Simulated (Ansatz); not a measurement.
AlGa$_{3}$As$_{4}$

```cif
data_structure
_symmetry_space_group_name_H-M 'P 1'
_symmetry_Int_Tables_number 1
_cell_length_a 4.0126
_cell_length_b 8.0207
_cell_length_c 5.6643
_cell_angle_alpha 90.000
_cell_angle_beta 90.000
_cell_angle_gamma 90.000
_cell_volume 182.30
loop_
_atom_site_label
_atom_site_type_symbol
_atom_site_fract_x
_atom_site_fract_y
_atom_site_fract_z
_atom_site_occupancy
Al1 Al 0.00000 0.00000 0.00095 1
As1 As 0.50000 0.00000 0.24994 1
Ga1 Ga 0.50000 0.25054 0.50004 1
As2 As 0.00000 0.24988 0.75023 1
Ga2 Ga 0.00000 0.50000 0.99930 1
As3 As 0.50000 0.50000 0.24926 1
Ga3 Ga 0.50000 0.74946 0.50004 1
As4 As 0.00000 0.75012 0.75023 1
```

Space group Pmm2; started from the ordered alloy on zincblende lattice prototype, which need not be the ambient phase.

The calculation used DFT, r2SCAN, plane waves, PAW (Ansatz 0.2.0).

Q: What will maps of the valence pseudo-density and electron localisation function show?

A: Al–As (2.46 Å): ρ at the midpoint is about 0.49 e/Å³; the ELF peaks at about 0.95 between the atoms; a covalent bond.
Ga–As (2.45 Å): ρ is about 0.5 e/Å³ halfway; the ELF peaks at about 0.80 between the atoms (localised, covalent bonding).

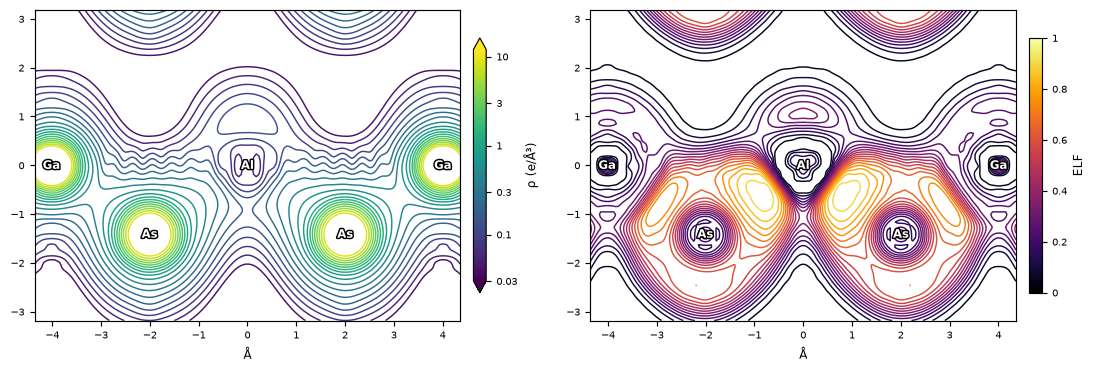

Computed valence pseudo-density and electron localisation function on the (100) plane of the conventional cell, in this order. 

In a PAW calculation such maps are meaningful between the atoms, not at the nuclei.
